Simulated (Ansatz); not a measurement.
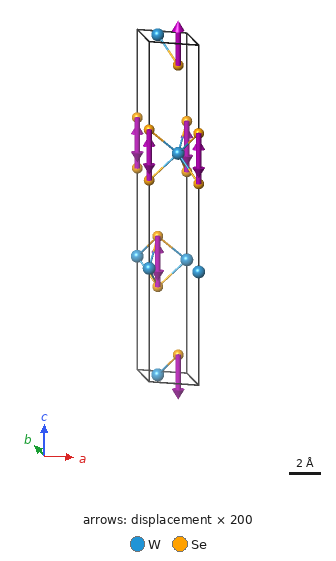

A relaxation of solid WSe2 (a generated structure, set up in R3m). The starting structure is drawn; purple arrows show the displacements (the part carried along by the change of the cell is left out), 200 times their true length.

The picture is a ball-and-stick view of the conventional cell (3 times the calculation's cell), seen slightly off an axis. Lengths and directions refer to the drawn axes.

Case: Mo → W on all its sites, cell and atoms relaxed.

All numbers below come from Ansatz 0.2.0, DFT PBE, scalar-relativistic, plane waves, PAW.

Input file:
```yaml
crystal:
  lattice:
    - [1.6831012081, 0.9717389356, 7.5978676775]
    - [-1.6831012081, 0.9717389356, 7.5978676775]
    - [0.0, -1.9434778712, 7.5978676775]
  atoms:
    - { symbol: W, position: [0.6667793178, 0.6667793178, 0.6667793178] }
    - { symbol: Se, position: [0.4076473872, 0.4076473872, 0.4076473872] }
    - { symbol: Se, position: [0.259240295, 0.259240295, 0.259240295] }
basis:
  ecutwfc: 420
kpoints:
  mp_grid: { grid: [12, 12, 12] }
hamiltonian:
  xc: pbe
scf:
  occupations: { method: gaussian, width: 0.02 }
output:
  forces: true
  stress: true
  eigenvalues: true
relax:
  adjacent_minimum: "off"
  f_tol: 0.01
  max_steps: 60
  cell: { stress_tol: 0.1 }
```

Command:
```bash
ansatz run input.yaml --threads 2 --pin off --max-ram 5120MiB --backend cpu --events-out ev --progress --plain --runs-dir out
```

**What happened in the run?**

The largest moves relative to the cell, 0.015 Å, are those of Se2 and Se3. Se3 goes along −c. W stays in place. The volume changes by −2.6 %, with a = b 3.366 → 3.321 Å (−1.3 %), c 22.794 → 22.817 Å (+0.1 %). Some distances before and after: W1–Se2 2.576 → 2.548 Å. The space group stays R3m (No. 160). After 3 accepted moves (5 points after the start) the energy has fallen by 9.9 meV per atom. The largest force component goes from 0.48 to 0.00064 eV/Å. The pressure goes from −3.57 to 0.01 GPa. The line search rejected the trial step at point 1 of the run. The SCF was repeated once at an unchanged geometry on a basis and grid sized afresh for the cell, which shifted the energy by 0.1 meV per atom at most. Cost: 80 s on 2 threads of AMD EPYC 7R43 64-Core Processor (Zen 3) (shared host), peak memory 0.64 GiB.
